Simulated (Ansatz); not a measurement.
# Ni: which magnetic state does the SCF reach?

Wanted: the lowest electronic state of Ni in this cell. One SCF may end in a higher state, so several starts are tried. We look at Ni: its experimental structure (space group Fm-3m, primitive cell doubled), with 2 atoms per cell. Source: COD entry 9012972.

Computed with Ansatz 0.2.0 (DFT PBE, PAW, plane waves, scalar-relativistic, unless a step's input says otherwise).

## 1. The system as given

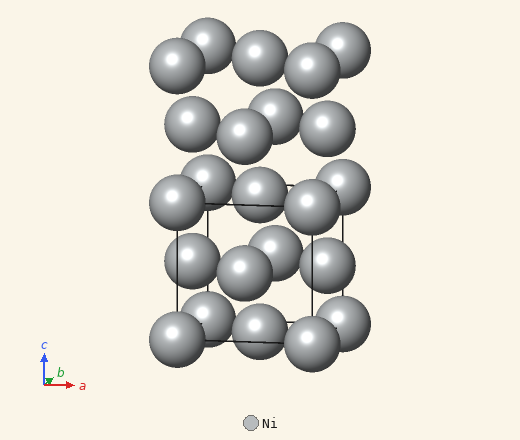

The starting structure, seen slightly off an axis (nickel light grey). 1×1×2 cells are drawn. Atoms on the faces are drawn again on the opposite ones. The cell drawn here is the conventional one.

Structure file:

```cif
data_structure
_symmetry_space_group_name_H-M 'Fm-3m'
_symmetry_Int_Tables_number 225
_cell_length_a 3.5302
_cell_length_b 3.5302
_cell_length_c 3.5302
_cell_angle_alpha 90.000
_cell_angle_beta 90.000
_cell_angle_gamma 90.000
_cell_volume 43.99
loop_
_atom_site_label
_atom_site_type_symbol
_atom_site_symmetry_multiplicity
_atom_site_Wyckoff_symbol
_atom_site_fract_x
_atom_site_fract_y
_atom_site_fract_z
_atom_site_occupancy
Ni1 Ni 4 a 0.00000 0.00000 0.00000 1
```

Atoms are counted from 1 in the order of input.yaml (Ni2 and so on).

Planned first: parallel moments, plain SCF; opposed moments +-, plain SCF; no spin polarisation; spin on, no moments given (the program may seed its own), plain SCF. Further starts follow from what these give.

A plain SCF has the search for lower states switched off and ends at the first converged state. 

The total moment includes the space between the atomic spheres.

## 2. Parallel moments, plain SCF

Input file input.yaml:

```yaml
crystal:
  lattice:
    - [0.0, -1.7651, -1.7651]
    - [-3.5302, -1.7651, -1.7651]
    - [0.0, 1.7651, -1.7651]
  atoms:
    - { symbol: Ni, position: [0.0, 0.0, 0.0], spin: 2.0 }
    - { symbol: Ni, position: [0.0, 0.5, 0.5], spin: 2.0 }
magnetization:
  spin_polarized: true
hamiltonian:
  xc: pbe
  pseudopotentials: { kind: paw }
basis:
  ecutwfc: 420
kpoints:
  mp_grid: { grid: [12, 7, 10] }
scf:
  occupations: { method: fermi_dirac, width: 0.1 }
  lower_state_search: "off"
output:
  forces: true
  stress: true
  write_density: true
  write_potential: true
  elf: true
  volumetric_format: npy
```

Run with:

```console
> ansatz run input.yaml --threads 2 --pin off --max-ram 5120MiB --backend cpu --events-out ev --progress --plain --runs-dir out
```

The log of the run, cut to the lines that bear on the results:

```text
Warning: crystal.symmetry: narrowed to the stabiliser of the k-point mesh — unitary ops 32 → 8; excluded 24 operations that carry a point of the 12×7×10 mesh (shift [0, 0, 0]) off the mesh (the run samples exactly the mesh kpoints.mp_grid names, as under crystal.symmetry.detect: false, [...]
Pseudopotentials: kind: paw
Pseudopotential: Ni, paw, valence charge 18, recommended cutoff 420 eV (normal), Ni.paw.azcp
Functional definition: PBE
[...]
Crystal: 2 atoms, lattice volume = 21.997 Å³
Basis set: ecut = 420 eV, 403 PW (Γ), exchange–correlation on 36×60×36 points (8 copies of the dense FFT grid, shifted against one another)
Bands: 24, of which v1, the nominal top of the filled ones, is band 18 counted from 1 (17 counted from 0)
Symmetry: 8 space group operations
k-points: 258 of 840
[...]
Starting moments: Σ|m| = 4 μB on 2 of 2 sites
[...]
SCF iter   1: F=—  HF=-11678.938968 eV  |F-HF|=—  |Δ(HF+E_count)|=         —  Δρ=1.28e-1 (↑1.15e-1 ↓1.28e-1)  dr2=2.29e-2  dr2_m=2.97e0  M=1.864 μB ∫|m|=2.076 μB  β_m=0.30  ethr=6.39e-5  ⟨swp⟩=1.0  Hψ=60872  notcnv=0
[...]
spin-set hold released at iteration 1 (the charge has settled, or the pull on large starting moments outlasts its swing): the magnetisation degrees of freedom join the quasi-Newton model from the next iteration; the mixer history was flushed
[...]
SCF iter  10: F=-11679.496380 eV  HF=-11679.496380 eV  |F-HF|=5.64e-9  |Δ(HF+E_count)|=   1.77e-8  Δρ=6.41e-6 (↑3.50e-6 ↓6.41e-6)  dr2=6.68e-9  dr2_m=8.82e-10  M=1.287 μB ∫|m|=1.466 μB  ethr=1.70e-11  ⟨swp⟩=4.8  Hψ=65086  notcnv=0
[...]
SCF converged after 10 iterations
Magnetization: 1.2874 μB (18.6437 up, 17.3563 down)
Absolute magnetization: 1.4674 μB (∫|ρ↑−ρ↓|, with the PAW one-centre terms)
Spin contamination: 0.0141 ħ² per cell (⟨S²⟩ above its minimum at these occupations)
Per-site moments (μB) at R_I (Å): [(0.6819260197395637, 1.0296941980647094), (0.6819260197395636, 1.0296941980647094)]
Free energy (F): -11679.496380 eV
[...]
E sigma→0 (E₀):  -11679.442739 eV
Entropy (-TS):   -0.107284 eV (-53.642 meV/atom)
Fermi energy:    17.931716 eV
[...]
--- Forces (eV/Å), atoms counted from 1 ---
  atom   1  Ni     0.00000000    -0.00000000     0.00000000
  atom   2  Ni     0.00000000    -0.00000000     0.00000000
[...]
--- Stress (GPa, compression-positive) ---
       -1.540278      -0.017774      -0.017774
       -0.017772      -1.456923       0.059604
       -0.017772       0.059604      -1.456923
  P = ⅓ Tr σ = -1.4847 GPa (-14.847 kbar)
--- Band table (eV; the first three rows and the last of 516) ---
  k-point 0 ↑: bands = ["-85.7236", "-85.6812", "-46.1823", "-46.0676", "-46.0627", "-45.9889", "-45.9843", "-45.9835", "8.8850", "13.2865", "13.7467", "15.4984", "15.5049", "15.5061", "16.6607", "16.6636", "17.3681", "17.4547", "17.4561", "20.2769", "26.9772", "32.5672", "32.5673", "37.3121"]
[...]
```

Run time: 14 s. Hardware: 2 threads of Intel Xeon Platinum 8375C at 2.90GHz (Ice Lake), shared host; peak memory 0.51 GiB.

End: ferromagnetic, site moments Ni1 0.68, Ni2 0.68 μB, total 1.29 μB per cell, no gap on the k-mesh.

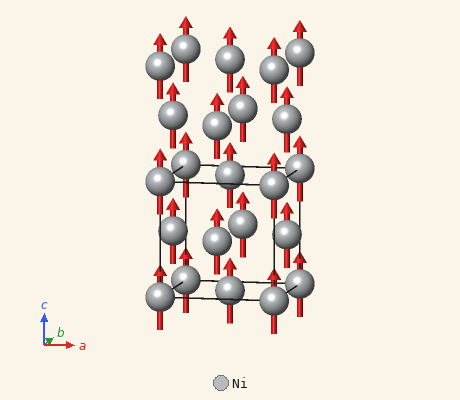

The moments of this state as arrows, longer for larger moments (red one way, blue the other). Without spin-orbit coupling their common direction is free.

The maps below are laid out on this run's own conventional cell (a, b, c = 3.530, 3.530, 3.530 Å).

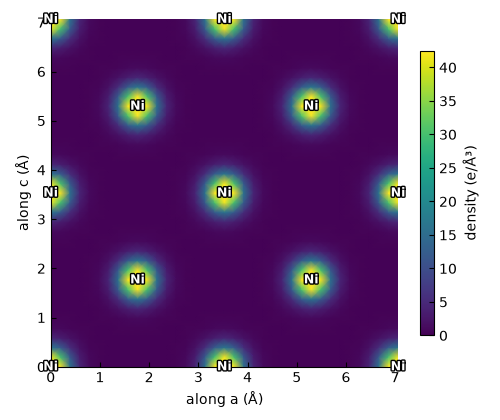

Density in a lattice plane of the grid's cell (edges 3.53 and 3.53 Å, at 0.000 of the third edge), which holds Ni. Only atoms in the plane are labelled; the density scale stops at 42.50 e/Å³. It is the smooth density of the valence electrons, not physical close to the nuclei.

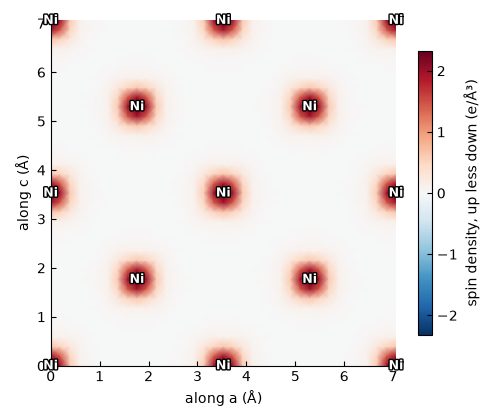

Spin density in a lattice plane of the grid's cell (edges 3.53 and 3.53 Å, at 0.000 of the third edge), which holds Ni.

## 3. Opposed moments +-, plain SCF

Changes to input.yaml since step 2:

```diff
@@ -7,3 +7,3 @@
     - { symbol: Ni, position: [0.0, 0.0, 0.0], spin: 2.0 }
-    - { symbol: Ni, position: [0.0, 0.5, 0.5], spin: 2.0 }
+    - { symbol: Ni, position: [0.0, 0.5, 0.5], spin: -2.0 }
 magnetization:
@@ -23,5 +23 @@
   stress: true
-  write_density: true
-  write_potential: true
-  elf: true
-  volumetric_format: npy
```

Run with:

```console
> ansatz run input.yaml --threads 2 --pin off --max-ram 5120MiB --backend cpu --events-out ev --progress --plain --runs-dir out
```

The log of the run, cut to the lines that bear on the results:

```text
Warning: crystal.symmetry: narrowed to the stabiliser of the k-point mesh — unitary ops 16 → 4; excluded 12 operations that carry a point of the 12×7×10 mesh (shift [0, 0, 0]) off the mesh (the run samples exactly the mesh kpoints.mp_grid names, as under crystal.symmetry.detect: false, [...]
[... 11 lines as in an earlier run ...]
Symmetry: 4 space group operations
[... 5 lines as in an earlier run ...]
Starting moments: Σ|m| = 4 μB on 2 of 2 sites
[... 2 lines as in an earlier run ...]
spin-down is spin-up translated by (0, 0.5, 0.5): one eigenproblem is solved per k-point and the antiferromagnetic symmetry of the starting moments is kept exactly by this SCF (crystal.symmetry.spin_inversion_symmetry: false solves both channels; [...]
SCF iter   1: F=—  HF=-11678.563831 eV  |F-HF|=—  |Δ(HF+E_count)|=         —  Δρ=1.47e-1 (↑1.47e-1 ↓1.47e-1)  dr2=6.38e-2  dr2_m=4.34e0  M=0.000 μB ∫|m|=1.760 μB  β_m=0.30  ethr=1.78e-4  ⟨swp⟩=1.3  Hψ=30823  notcnv=0
[...]
[... 1 line as in an earlier run ...]
[...]
SCF iter  17: F=-11679.424112 eV  HF=-11679.424112 eV  |F-HF|=9.09e-12  |Δ(HF+E_count)|=  3.07e-10  Δρ=3.69e-7 (↑3.69e-7 ↓3.69e-7)  dr2=1.58e-11  dr2_m=7.85e-12  M=0.000 μB ∫|m|=0.000 μB  ethr=1.00e-12  ⟨swp⟩=1.0  Hψ=15524  notcnv=0
WARN: the starting moments were not kept: the SCF closed with an absolute magnetisation of 8.3e-6 μB, where they sum to 4 μB in size (2 sites). That is at most 0.1 of that sum. Measured as dr2_m measures the in/out step, that magnetisation stands 8.5e-11 eV from none, at or under the [...]
SCF converged after 17 iterations
Magnetization: 0.0000 μB (18.0000 up, 18.0000 down)
Absolute magnetization: 0.0000 μB (∫|ρ↑−ρ↓|, with the PAW one-centre terms)
Spin contamination: 0.0000 ħ² per cell (⟨S²⟩ above its minimum at these occupations)
Per-site moments (μB) at R_I (Å): [(-3.565753815954555e-6, 1.0296941980647094), (3.565753815954555e-6, 1.0296941980647094)]
Free energy (F): -11679.424112 eV
[...]
E sigma→0 (E₀):  -11679.336310 eV
Entropy (-TS):   -0.175603 eV (-87.801 meV/atom)
Fermi energy:    17.771886 eV
[...]
--- Forces (eV/Å), atoms counted from 1 ---
  atom   1  Ni     0.00000000     0.00000000     0.00000000
  atom   2  Ni     0.00000000     0.00000000     0.00000000
[...]
--- Stress (GPa, compression-positive) ---
       -2.301411      -0.029051      -0.029051
       -0.029051      -2.676311       0.030844
       -0.029051       0.030844      -2.676311
  P = ⅓ Tr σ = -2.5513 GPa (-25.513 kbar)
```

It took 10 s on 2 threads of Intel Xeon Platinum 8375C at 2.90GHz (Ice Lake), shared host; peak memory 0.49 GiB.

Result: non-magnetic, no gap on the k-mesh. It lies 36.1 meV/atom above the lowest state so far (step 2).

## 4. No spin polarisation

Changes to input.yaml since step 3:

```diff
@@ -6,6 +6,4 @@
   atoms:
-    - { symbol: Ni, position: [0.0, 0.0, 0.0], spin: 2.0 }
-    - { symbol: Ni, position: [0.0, 0.5, 0.5], spin: -2.0 }
-magnetization:
-  spin_polarized: true
+    - { symbol: Ni, position: [0.0, 0.0, 0.0] }
+    - { symbol: Ni, position: [0.0, 0.5, 0.5] }
 hamiltonian:
@@ -23 +21,5 @@
   stress: true
+  write_density: true
+  write_potential: true
+  elf: true
+  volumetric_format: npy
```

Run with:

```console
> ansatz run input.yaml --threads 2 --pin off --max-ram 5120MiB --backend cpu --events-out ev --progress --plain --runs-dir out
```

The log of the run, cut to the lines that bear on the results:

```text
[... 11 lines as in an earlier run ...]
Bands: 22, of which v1, the nominal top of the filled ones, is band 18 counted from 1 (17 counted from 0)
[... 5 lines as in an earlier run ...]
[...]
[... 2 lines as in an earlier run ...]
SCF iter   1: F=—  HF=-11679.423808 eV  |F-HF|=—  |Δ(HF+E_count)|=         —  Δρ=1.77e-3  dr2=2.29e-4  ethr=1.77e-3  ⟨swp⟩=4.4  Hψ=20490  notcnv=0
[...]
SCF iter   6: F=-11679.424112 eV  HF=-11679.424112 eV  |F-HF|=2.56e-10  |Δ(HF+E_count)|=   9.55e-9  Δρ=3.03e-6  dr2=4.03e-10  ethr=3.81e-11  ⟨swp⟩=5.9  Hψ=34006  notcnv=0
[...]
SCF converged after 6 iterations
Free energy (F): -11679.424112 eV
[...]
E sigma→0 (E₀):  -11679.336310 eV
Entropy (-TS):   -0.175603 eV (-87.801 meV/atom)
Fermi energy:    17.771882 eV
[... 29 lines left out: energy terms, forces, stress, bands ...]
```

Run time: 4.1 s. Hardware: 2 threads of Intel Xeon Platinum 8375C at 2.90GHz (Ice Lake), shared host; peak memory 0.45 GiB.

The run ends in the same state as step 3 (non-magnetic); it took 6 iterations.

## 5. Spin on, no moments given (the program may seed its own), plain SCF

Changes to input.yaml since step 4:

```diff
@@ -25 +25,3 @@
   volumetric_format: npy
+magnetization:
+  spin_polarized: true
```

Run with:

```console
> ansatz run input.yaml --threads 2 --pin off --max-ram 5120MiB --backend cpu --events-out ev --progress --plain --runs-dir out
```

The log of the run, cut to the lines that bear on the results:

```text
[... 1 line as in an earlier run ...]
band count auto-derived: 24 (N_el = 36.0; filled up to band 18; 22 by the electrons, moments and atoms)
[... 19 lines as in an earlier run ...]
[...]
SCF iter   1: F=—  HF=-11678.062554 eV  |F-HF|=—  |Δ(HF+E_count)|=         —  Δρ=1.78e-1 (↑1.77e-1 ↓1.78e-1)  dr2=1.40e-2  dr2_m=6.32e0  M=2.534 μB ∫|m|=2.534 μB  ethr=3.97e-4  ⟨swp⟩=1.3  Hψ=30799  notcnv=0
[...]
SCF iter  11: F=-11679.496380 eV  HF=-11679.496380 eV  |F-HF|=9.09e-11  |Δ(HF+E_count)|=   5.87e-9  Δρ=2.44e-6 (↑8.42e-7 ↓2.44e-6)  dr2=2.60e-10  dr2_m=4.21e-10  M=1.287 μB ∫|m|=1.466 μB  ethr=8.43e-12  ⟨swp⟩=4.9  Hψ=62551  notcnv=0
[...]
SCF converged after 11 iterations
Magnetization: 1.2873 μB (18.6437 up, 17.3563 down)
Absolute magnetization: 1.4674 μB (∫|ρ↑−ρ↓|, with the PAW one-centre terms)
Spin contamination: 0.0141 ħ² per cell (⟨S²⟩ above its minimum at these occupations)
Per-site moments (μB) at R_I (Å): [(0.6819196512731543, 1.0296941980647094), (0.6819196512731542, 1.0296941980647094)]
Free energy (F): -11679.496380 eV
[...]
E sigma→0 (E₀):  -11679.442738 eV
Entropy (-TS):   -0.107284 eV (-53.642 meV/atom)
Fermi energy:    17.931675 eV
[... 29 lines left out: energy terms, forces, stress, bands ...]
```

It took 14 s on 2 threads of Intel Xeon Platinum 8375C at 2.90GHz (Ice Lake), shared host; peak memory 0.53 GiB.

Nothing new: the 11 iterations lead to the state found in step 2 (ferromagnetic).

(Part 1 of 2 ends here.)
